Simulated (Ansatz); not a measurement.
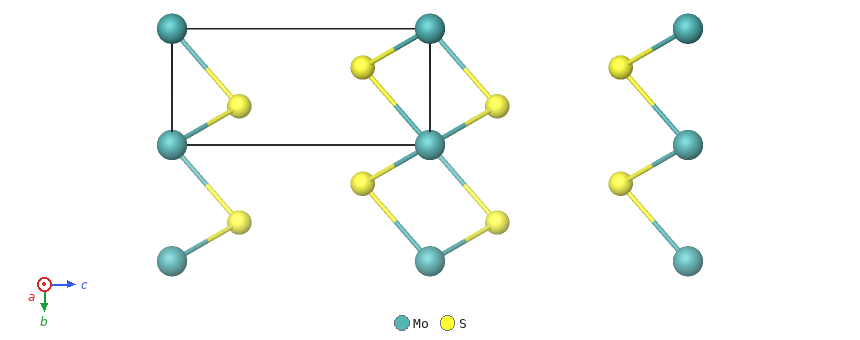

Projection along an edge of the hexagonal mesh, stacking direction c to the right. Every atom sits on one of the three columns of the mesh; call them A, B, C in the order in which they first turn up. The sequence starts with the first layer at or above the cell's origin.

System MoS₂ (space group P-3m1, No. 164); source of the atomic positions: the end point of a relaxation with DFT, PBEsol, plane waves, PAW (Ansatz).

> List the layers of one repeat.

Mo(A) – S(B) – S(C) (three layers in 6.05 Å).

> How are the S layers alone stacked?

S layers alone: BC, the hexagonal close-packed type.

> Which positions between or in the S layers do the other atoms fill?

Mo: one octahedral site, counted in one hexagonal cell. One of the two gaps between S layers is empty, 2.90 Å wide.

> What short polytype symbol fits?

Polytype symbol 1T, the symbol of a layered MX2 polytype (number of slabs in the repeat and lattice).

Heights of the layers:

```
layer  atoms (column)  height (Å)  to next (Å)
    1           Mo(A)        0.00         1.58
    2            S(B)        1.58         2.90
    3            S(C)        4.48         1.58
```
